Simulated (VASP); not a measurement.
**Geometry relaxation of BaF₂ (part 1 of 2)**

BaF₂ (3 atoms in the cell), computed with Kohn-Sham DFT of a periodic cell, PBEsol, VASP PAW PBE potentials, recommended, no spin polarisation (VASP 6.6.1).

The structure derives from an entry of the Crystallography Open Database.

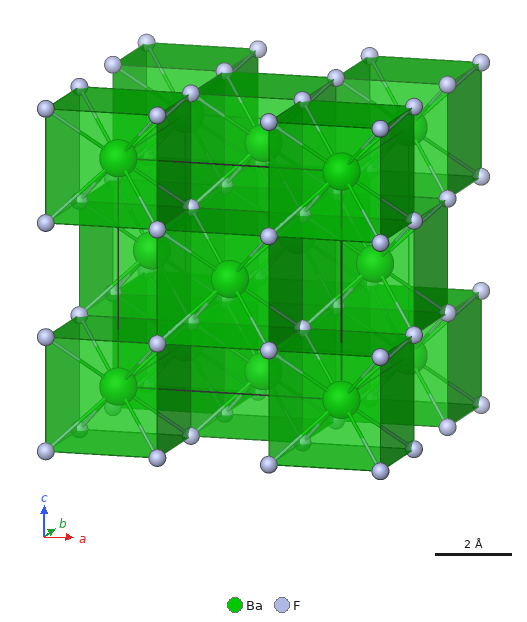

The structure as given in the input (polyhedral view of the cell 4 times as large as that of the calculation, set on its symmetry axes, seen slightly off an axis; polyhedra are completed across the faces of the cell). An atom can appear more than once, as a periodic image.

### Results in brief

- outcome: converged
- space group (tolerance 0.01 Å): Fm-3m (225)
- electrons treated: 24
- free energy: −17.6452 eV
- gap on the k-point mesh: 6.67 eV
- pressure: 0.00 GPa
- final volume: 58.91 Å³
- largest force (length of the vector) at the end: under 0.001 eV/Å
- final cell: a = 4.367 Å, b = 4.367 Å, c = 4.367 Å, α = 60.00°, β = 60.00°, γ = 60.00°
- hardware: 2 threads of AMD EPYC (Zen 3), 1656 GiB of memory available, shared host
- wall time: 33 s (CPU time 65 s)
- peak memory: 0.19 GiB

### INCAR
```
SYSTEM = BaF2
ALGO = Normal ; EDIFF = 1E-7
EDIFFG = -0.005 ; ENCUT = 600
GGA = PS ; IBRION = 2
ISIF = 3 ; ISMEAR = 0
KPAR = 2 ; LASPH = .True.
LCHARG = .False. ; LREAL = .False.
LWAVE = .False. ; NELM = 80
NSW = 90 ; PREC = Accurate
SIGMA = 0.03
```

### KPOINTS
```
k-points
0
Gamma
  8 8 8
  0 0 0
```

### POSCAR
```
BaF2                                    
1.0
    0.0000000000      3.0872814879      3.0872814879
    3.0872814879     -0.0000000000      3.0872814879
    3.0872814879      3.0872814879     -0.0000000000
  Ba              F             
     1     2
Direct
     0.0000000000000000    1.0000000000000000    1.0000000000000000
     0.2500000000000000    0.2500000000000000    0.2500000000000000
     0.7500000000000000    0.7500000000000000    0.7500000000000000
```

Run as:
```bash
cat potpaw_PBE.64/Ba_sv/POTCAR potpaw_PBE.64/F/POTCAR > POTCAR
mpirun -np 2 vasp_std > vasp.out
```

### OSZICAR
```
N       E                     dE             d eps       ncg     rms          rms(c)
DAV:   1     0.169019446817E+03    0.16902E+03   -0.14225E+04   928   0.157E+03
DAV:   2    -0.120874705484E+02   -0.18111E+03   -0.17878E+03  1240   0.309E+02
DAV:   3    -0.190296226346E+02   -0.69422E+01   -0.69345E+01  1200   0.690E+01
DAV:   4    -0.191504193092E+02   -0.12080E+00   -0.12078E+00  1224   0.791E+00
DAV:   5    -0.191552504430E+02   -0.48311E-02   -0.48311E-02  1264   0.112E+00    0.801E+00
DAV:   6    -0.176516693791E+02    0.15036E+01   -0.82971E+00   928   0.227E+01    0.441E+00
DAV:   7    -0.176291471376E+02    0.22522E-01   -0.30699E-01  1232   0.515E+00    0.222E+00
DAV:   8    -0.176346575733E+02   -0.55104E-02   -0.48517E-02  1128   0.269E+00    0.277E-01
DAV:   9    -0.176423182760E+02   -0.76607E-02   -0.14782E-02  1104   0.833E-01    0.152E-01
DAV:  10    -0.176451187995E+02   -0.28005E-02   -0.52089E-03   960   0.469E-01    0.419E-02
DAV:  11    -0.176451058191E+02    0.12980E-04   -0.29156E-04  1200   0.134E-01    0.203E-02
DAV:  12    -0.176451433831E+02   -0.37564E-04   -0.10511E-04   928   0.710E-02    0.359E-03
DAV:  13    -0.176451435040E+02   -0.12083E-06   -0.13016E-06  1280   0.917E-03    0.246E-03
DAV:  14    -0.176451440297E+02   -0.52573E-06   -0.69196E-07   912   0.571E-03    0.106E-03
DAV:  15    -0.176451439374E+02    0.92246E-07   -0.43532E-08   864   0.151E-03
   1 F= -.17645144E+02 E0= -.17645144E+02  d E =-.176451E+02
       N       E                     dE             d eps       ncg     rms          rms(c)
DAV:   1    -0.176453410162E+02   -0.19699E-03   -0.40777E-03   928   0.581E-01    0.110E-01
DAV:   2    -0.176451687973E+02    0.17222E-03   -0.10023E-03   928   0.240E-01    0.182E-02
DAV:   3    -0.176451563566E+02    0.12441E-04   -0.31546E-05  1040   0.518E-02    0.103E-02
DAV:   4    -0.176451527494E+02    0.36072E-05   -0.18359E-05  1392   0.289E-02    0.331E-03
DAV:   5    -0.176451525744E+02    0.17508E-06   -0.51010E-07  1016   0.611E-03    0.184E-03
DAV:   6    -0.176451519786E+02    0.59575E-06   -0.16984E-07   984   0.378E-03    0.660E-04
DAV:   7    -0.176451520582E+02   -0.79624E-07   -0.15222E-08   528   0.105E-03
   2 F= -.17645152E+02 E0= -.17645152E+02  d E =-.812079E-05
```

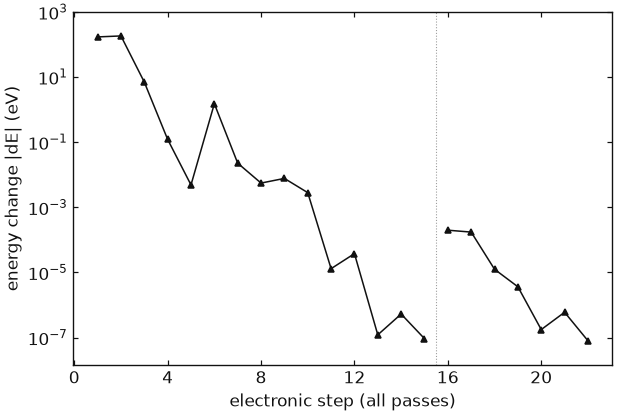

Convergence of the self-consistent field: energy change |dE| against the electronic step. Each stretch between dotted lines is the SCF of one geometry step of a relaxation. The 2 ionic steps take 7 to 15 electronic steps each. The density is held fixed in the first few steps, and dE rises again when its update begins.

### Parts of OUTCAR
```
SYSTEM = BaF2
   EDIFF = 1E-7
   EDIFFG = -0.005
   ENCUT = 600
   GGA = PS
   IBRION = 2
   ISIF = 3
   ISMEAR = 0
   LASPH = .True.
   LREAL = .False.
   NELM = 80
   NSW = 90
   PREC = Accurate

 ion  position               nearest neighbor table
   1  0.000  0.000  0.000-   3 2.67   2 2.67   3 2.67   2 2.67   3 2.67   3 2.67   2 2.67   2 2.67

   2  0.250  0.250  0.250-   1 2.67   1 2.67   1 2.67   1 2.67
   3  0.750  0.750  0.750-   1 2.67   1 2.67   1 2.67   1 2.67

  LATTYP: Found a face centered cubic cell.
 ALAT       =     6.1745629758

  Lattice vectors:

 A1 = (   0.0000000000,   3.0872814879,   3.0872814879)
 A2 = (   3.0872814879,   0.0000000000,   3.0872814879)
 A3 = (   3.0872814879,   3.0872814879,   0.0000000000)

Analysis of symmetry for initial positions (statically):
=====================================================================
 Subroutine PRICEL returns:
 Original cell was already a primitive cell.

 Routine SETGRP: Setting up the symmetry group for a
 face centered cubic supercell.

 Subroutine GETGRP returns: Found 48 space group operations
 (whereof 48 operations were pure point group operations)
 out of a pool of 48 trial point group operations.

The static configuration has the point symmetry O_h .

Analysis of symmetry for dynamics (positions and initial velocities):
=====================================================================
 Subroutine PRICEL returns:
 Original cell was already a primitive cell.

 Routine SETGRP: Setting up the symmetry group for a
 face centered cubic supercell.

 Subroutine GETGRP returns: Found 48 space group operations
 (whereof 48 operations were pure point group operations)
 out of a pool of 48 trial point group operations.

The dynamic configuration has the point symmetry O_h .

 Subroutine INISYM returns: Found 48 space group operations
 (whereof 48 operations are pure point group operations),
 and found     1 'primitive' translations

----------------------------------------------------------------------------------------

                                     Primitive cell

  volume of cell :      58.8517

  direct lattice vectors                    reciprocal lattice vectors
     0.000000000  3.087281488  3.087281488    -0.161954782  0.161954782  0.161954782
     3.087281488  0.000000000  3.087281488     0.161954782 -0.161954782  0.161954782
     3.087281488  3.087281488  0.000000000     0.161954782  0.161954782 -0.161954782

  length of vectors
     4.366075351  4.366075351  4.366075351     0.280513911  0.280513911  0.280513911

  position of ions in fractional coordinates (direct lattice)
     0.000000000  0.000000000  0.000000000
     0.250000000  0.250000000  0.250000000
     0.750000000  0.750000000  0.750000000

  ion indices of the primitive-cell ions
   primitive index   ion index
                 1           1
                 2           2
                 3           3

----------------------------------------------------------------------------------------

 KPOINTS: k-points

Automatic generation of k-mesh.
 Grid dimensions read from file:
 generate k-points for:    8    8    8

 Generating k-lattice:

  Cartesian coordinates                     Fractional coordinates (reciprocal lattice)
    -0.020244348  0.020244348  0.020244348     0.125000000  0.000000000  0.000000000
     0.020244348 -0.020244348  0.020244348     0.000000000  0.125000000  0.000000000
     0.020244348  0.020244348 -0.020244348     0.000000000  0.000000000  0.125000000

  Length of vectors
     0.035064239  0.035064239  0.035064239

  Shift w.r.t. Gamma in fractional coordinates (k-lattice)
     0.000000000  0.000000000  0.000000000

 Subroutine IBZKPT returns following result:
 ===========================================

 Found     29 irreducible k-points:

 Following reciprocal coordinates:
            Coordinates               Weight
  0.000000  0.000000  0.000000      1.000000
  0.125000  0.000000  0.000000      8.000000
  0.250000  0.000000  0.000000      8.000000
  0.375000  0.000000  0.000000      8.000000
  0.500000  0.000000  0.000000      4.000000
  0.125000  0.125000  0.000000      6.000000
  0.250000  0.125000  0.000000     24.000000
  0.375000  0.125000  0.000000     24.000000
  0.500000  0.125000  0.000000     24.000000
 -0.375000  0.125000  0.000000     24.000000
 -0.250000  0.125000  0.000000     24.000000
 -0.125000  0.125000  0.000000     12.000000
  0.250000  0.250000  0.000000      6.000000
  0.375000  0.250000  0.000000     24.000000
  0.500000  0.250000  0.000000     24.000000
 -0.375000  0.250000  0.000000     24.000000
 -0.250000  0.250000  0.000000     12.000000
  0.375000  0.375000  0.000000      6.000000
  0.500000  0.375000  0.000000     24.000000
 -0.375000  0.375000  0.000000     12.000000
  0.500000  0.500000  0.000000      3.000000
  0.375000  0.250000  0.125000     24.000000
  0.500000  0.250000  0.125000     48.000000
 -0.375000  0.250000  0.125000     24.000000
 [... further k-points ...]
   k-points           NKPTS =     29   k-points in BZ     NKDIM =     29   number of bands    NBANDS=     16
   number of dos      NEDOS =    301   number of ions     NIONS =      3
   total plane-waves  NPLWV =  46656
   dimension x,y,z NGX =    36 NGY =   36 NGZ =   36
   dimension x,y,z NGXF=    72 NGYF=   72 NGZF=   72
   ions per type =               1   2
   NGX,Y,Z   is equivalent  to a cutoff of  13.71, 13.71, 13.71 a.u.
   NGXF,Y,Z  is equivalent  to a cutoff of  27.42, 27.42, 27.42 a.u.
 SYSTEM =  BaF2
   PREC   = accura    normal or accurate (medium, high low for compatibility)
   ISTART =      0    job   : 0-new  1-cont  2-samecut
   ICHARG =      2    charge: 1-file 2-atom 10-const
   ISPIN  =      1    spin polarized calculation?
   LNONCOLLINEAR =      F non collinear calculations
   LSORBIT =      F    spin-orbit coupling
   LASPH  =      T    aspherical Exc in radial PAW
   ENCUT  =  600.0 eV  44.10 Ry    6.64 a.u.   8.72  8.72  8.72*2*pi/ulx,y,z
   NELM   =     80;   NELMIN=  2; NELMDL= -5     # of ELM steps
   EDIFF  = 0.1E-06   stopping-criterion for ELM
   LREAL  =      F    real-space projection
   EDIFFG = -.5E-02   stopping-criterion for IOM
   NSW    =     90    number of steps for IOM
   IBRION =      2    ionic relax: 0-MD 1-quasi-New 2-CG
   NFREE  =      1    steps in history (QN), initial steepest desc. (CG)
   ISIF   =      3    stress and relaxation
   ISYM   =      2    0-nonsym 1-usesym 2-fastsym
   POTIM  = 0.5000    time-step for ionic-motion
   TEBEG  =    0.0;   TEEND  =   0.0 temperature during run
   PSTRESS=    0.0 pullay stress
   NELECT =      24.0000    total number of electrons
   NUPDOWN=      -1.0000    fix difference up-down
   EMIN   =  10.00;   EMAX   =-10.00  energy-range for DOS
   EFERMI =   0.00;   METHOD = LEGACY
   ISMEAR =     0;   SIGMA  =   0.03  broadening in eV -4-tet -1-fermi 0-gaus
   EFERMI_NEDOS =   21; number of points for ismear=-14 and -15
   IALGO  =     38    algorithm
   IMIX   =      4    mixing-type and parameters
     AMIX     =   0.40;   BMIX     =  1.00
     AMIX_MAG =   1.60;   BMIX_MAG =  1.00
  volume/ion in A,a.u.               =      19.62       132.38
  Fermi-wavevector in a.u.,A,eV,Ry     =   1.214020  2.294164 20.052858  1.473843
  Thomas-Fermi vector in A             =   2.349453
   LORBIT       =      0    0 simple, 1 ext, 2 COOP (PROOUT), +10 PAW based schemes
   GGA     = PS    functional components
   LHFCALC =     F    Hartree Fock is set to
   AEXX    =    0.0000 exact exchange contribution
```
